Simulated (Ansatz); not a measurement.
```
Rh
1.0
     5.37401    0.00000    0.00000
     2.68701    4.65403    0.00000
     0.00000    0.00000   17.38786
Rh
12
Direct
  0.16667 0.16667 0.05751
  0.66667 0.16667 0.05751
  0.16667 0.66667 0.05751
  0.66667 0.66667 0.05751
  0.83333 0.33333 0.18162
  0.33333 0.33333 0.18162
  0.83333 0.83333 0.18162
  0.33333 0.83333 0.18162
  0.00000 0.00000 0.30570
  0.50000 0.00000 0.30570
  0.00000 0.50000 0.30570
  0.50000 0.50000 0.30570
```

Computed without spin polarisation.

Theory: Ansatz 0.2.0, DFT PBE, scalar-relativistic, plane waves, PAW.

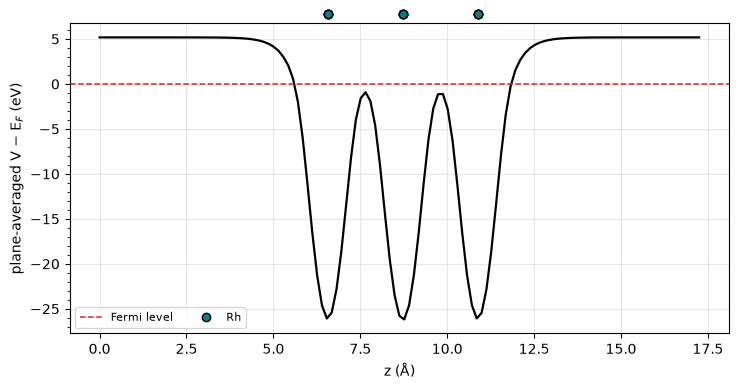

Rh (slab). Plane average of the electrostatic potential (local pseudopotential plus Hartree) felt by an electron across the slab. Circles mark the heights of the atoms.

Core electrons are frozen (PAW), and the valence fields are smoothed inside the atomic spheres.

Read off the work function of this surface.

Answer. The potential is flat in the vacuum, 5.18 eV above the Fermi level; this is the work function, the same on both faces.

How thick is the slab, and how wide the vacuum?

Answer. The outermost nuclei are 4.3 Å apart, in 3 atomic planes; the vacuum between periodic images is 13.1 Å wide.
